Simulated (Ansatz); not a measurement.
ZrC

```
Zr C
1.0
     4.24257    0.00000    0.00000
     0.00000    4.24257    0.00000
     0.00000    0.00000    3.11236
Zr C
2 2
Direct
  0.50000 0.00000 0.22827
  0.00000 0.50000 0.77173
  0.00000 0.00000 0.00000
  0.50000 0.50000 0.00000
```

Space group P4/nmm; started from the PbO prototype, which need not be the ambient phase.

Computed with DFT PBE, scalar-relativistic, plane waves, PAW (Ansatz 0.2.0).

In a PAW calculation such maps are meaningful between the atoms, not at the nuclei.

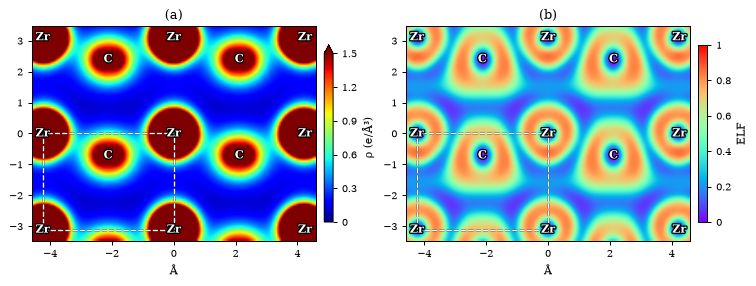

Figure 1. (a) valence electron density; (b) ELF on the (100) plane of the conventional cell.

Question: Interpret the plot.

Answer:
- The section cuts through Zr and C sites.
- Zr–C (2.24 Å): ρ at the midpoint is about 0.58 e/Å³; the ELF peaks at about 0.80 in the valence shell of C, 0.7 Å from its nucleus, and drops to about 0.25 between the two atoms; no localised pair shows between them.
- Zr–Zr (3.11 Å): ρ at the midpoint is about 0.17 e/Å³; the ELF is about 0.20 at the midpoint; no localised pair shows between them.
- Between the atoms the lowest density in this plane is 0.11 e/Å³.
- The features right at Zr lie inside the PAW spheres, where the map follows smoothed inner orbitals and isn't to be read closely.

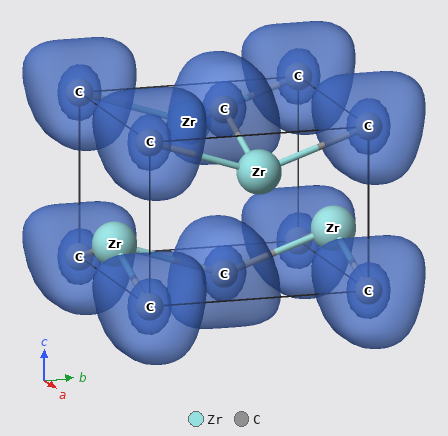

Figure 2. Isosurface of the ELF at 0.6 (blue), seen slightly off an axis. Only the valence region is drawn (cores and ρ < 0.01 e/Å³ removed). Sticks mark near contacts.

Question: What do the ELF domains correspond to?

Answer: At this value the surface marks out two regions wrapped around C (the valence shell of each), counted in one cell of 4 atoms. Regions shared between cells count once.

Question: Which way does charge flow, and how much by Bader's partition?

Answer: Electrons move from Zr towards C. Bader charges: Zr +1.69 and C −1.69 e.

Question: Does the calculation make it a metal, or give it a gap?

Answer: It is gapless in this calculation (a metal or semimetal).
